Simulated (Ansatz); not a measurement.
## Electronic structure of LiTaO2 in real space

```yaml
crystal:
  lattice:
    - [1.43609, 0.82913, 5.42428]
    - [-1.43609, 0.82913, 5.42428]
    - [0.00000, -3.31650, 10.84855]
  atoms:
    - { symbol: Li, position: [0.00000, 0.00000, 0.00000] }
    - { symbol: Ta, position: [0.50000, 0.50000, 0.25000] }
    - { symbol: O, position: [0.25336, 0.25336, 0.12668] }
    - { symbol: O, position: [0.74664, 0.74664, 0.37332] }
    - { symbol: Li, position: [0.00000, 0.00000, 0.50000] }
    - { symbol: Ta, position: [0.50000, 0.50000, 0.75000] }
    - { symbol: O, position: [0.25336, 0.25336, 0.62668] }
    - { symbol: O, position: [0.74664, 0.74664, 0.87332] }
```

Space group R-3m; started from the layered alpha-NaFeO2 prototype, which need not be the ambient phase; the program warned that a starting moment wasn't kept; spin-polarised, but the moments vanished.

These are results of DFT PBE, scalar-relativistic, plane waves, PAW (Ansatz 0.2.0), not measurements.

Core electrons are frozen (PAW), and the valence fields are smoothed inside the atomic spheres.

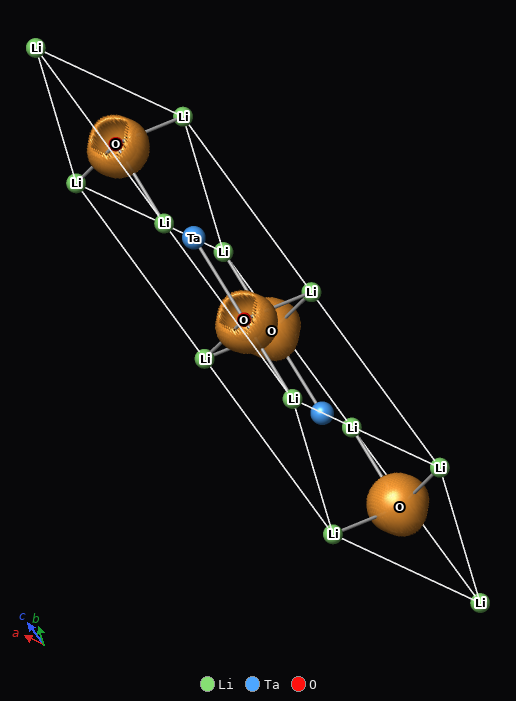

Figure 1. Isosurface of the electron localisation function at 0.8 (orange), seen at an oblique angle. Core shells and regions of very low density are left out. Sticks mark near contacts.

Describe the localisation domains.

The surface consists of four regions wrapped around O (the valence shell of each), counted in one cell of 8 atoms. Any copies at cell faces, edges or corners count once. Along the contacts the grid gives the following. Li–O (2.11 Å): the ELF peaks at about 0.85 in the valence shell of O, 0.6 Å from its nucleus, and is about 0.45 at the midpoint. Ta–O (2.18 Å): the ELF peaks at about 0.80 in the valence shell of O, 0.6 Å from its nucleus, and is about 0.15 at the midpoint; no localised pair shows between them.

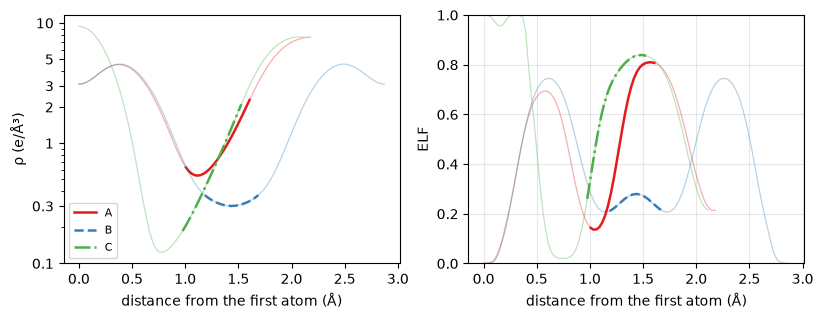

Figure 2. Valence electron density and electron localisation function along straight lines between neighbouring atoms. Thin, pale parts lie inside the atomic spheres.

Which curve belongs to which contact (Li–O, Ta–O and Ta–Ta)? The first atom named is at distance zero.

Curve A: Ta–O (2.18 Å): ρ at the midpoint is about 0.54 e/Å³; the ELF peaks at about 0.80 in the valence shell of O, 0.6 Å from its nucleus, and is about 0.15 at the midpoint (no shared electron pair shows on this line). Curve B: Ta–Ta (2.87 Å): ρ at the midpoint is about 0.3 e/Å³; the ELF is about 0.30 at the midpoint (no shared electron pair shows on this line). Curve C: Li–O (2.11 Å): ρ is about 0.25 e/Å³ halfway; the ELF peaks at about 0.85 in the valence shell of O, 0.6 Å from its nucleus, and is about 0.45 at the midpoint.

Metal or insulator at this level of theory?

It is gapless in this calculation (a metal or semimetal); semilocal functionals without U, or without the true magnetic order, often close the gap of such compounds.
